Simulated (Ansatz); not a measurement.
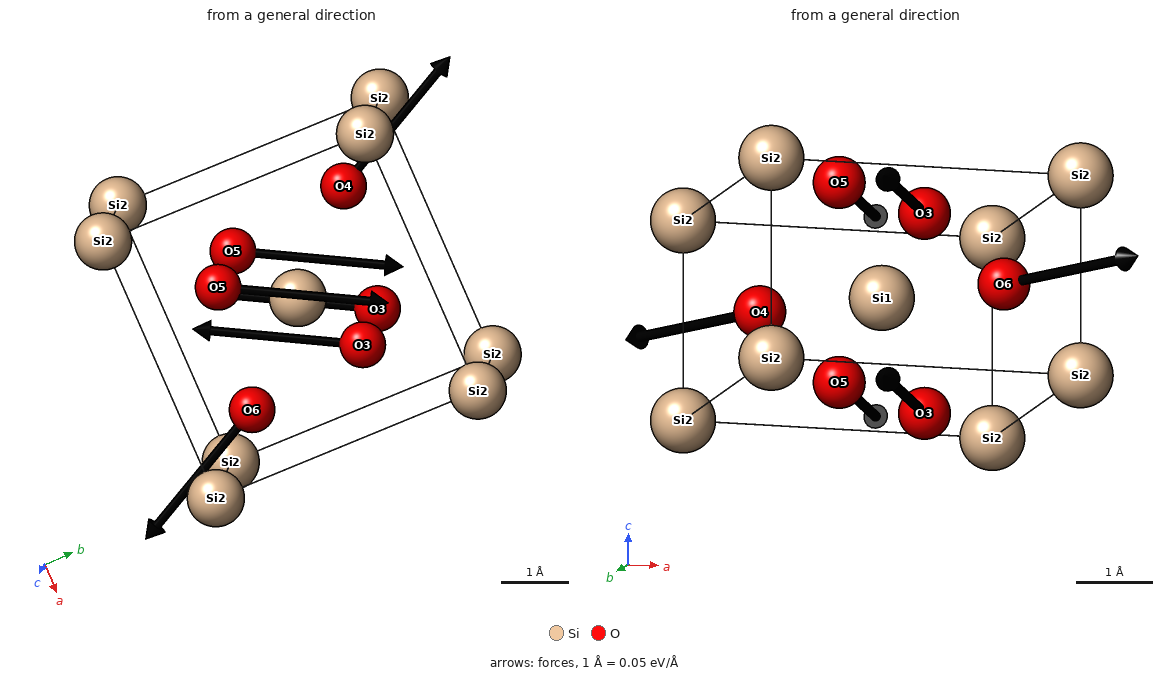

Shown here is a spheres-only view of the crystal, taken from two general directions. The parallelepiped is the simulation cell. The arrows are the computed forces on the atoms.

System: SiO$_{2}$. All computed values are from Ansatz 0.2.0, DFT PBE, scalar-relativistic, plane waves, PAW. Settings: an energy cutoff of 420 eV, 6×6×8 k-mesh, Gaussian smearing of 0.05 eV, no spin polarisation.

Q: Is the structure at rest?

A: No. The atoms still feel forces of up to about 0.11 eV/Å, above a usual threshold of 0.01 to 0.03 eV/Å.

Q: Which atom feels the largest force?

A: All O atoms, about 0.11 eV/Å.

The starting point was a structure listed in the Materials Project. The cell was then strained or its atoms displaced on purpose. It was run through Ansatz as a DFT input.
